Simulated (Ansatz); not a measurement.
```
CELL_PARAMETERS angstrom
2.76499 0.00000 0.00000
0.00000 2.76499 0.00000
0.00000 0.00000 4.00238
ATOMIC_POSITIONS crystal
Ti 0.00000 0.00000 0.00000
Al 0.50000 0.50000 0.50000
```

Space group P4/mmm; a generated structure, not necessarily the stable one; computed without spin polarisation.

Theory: DFT LDA, scalar-relativistic, plane waves, PAW (Ansatz).

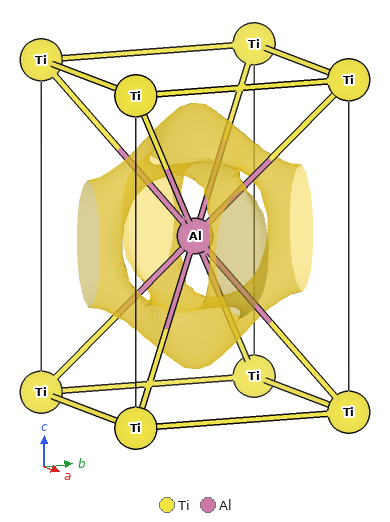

TiAl. Isosurface of the ELF at 0.65 (yellow), seen slightly off an axis. Core shells and regions of very low density are left out. Sticks mark near contacts.

Core electrons are frozen (PAW), and the valence fields are smoothed inside the atomic spheres.

Describe the localisation domains.

Answer. The ELF exceeds this value in sheets that run through the cell in two directions, counted in one cell of 2 atoms. Any copies at cell faces, edges or corners count once. Profiles from the grid: Ti–Ti (2.76 Å): the ELF is about 0.30 at the midpoint; no localised pair shows between them. Al–Al (2.76 Å): the ELF peaks at about 0.70 between the atoms.

Does the calculation give a band gap?

Answer. It is gapless in this calculation (a metal or semimetal).
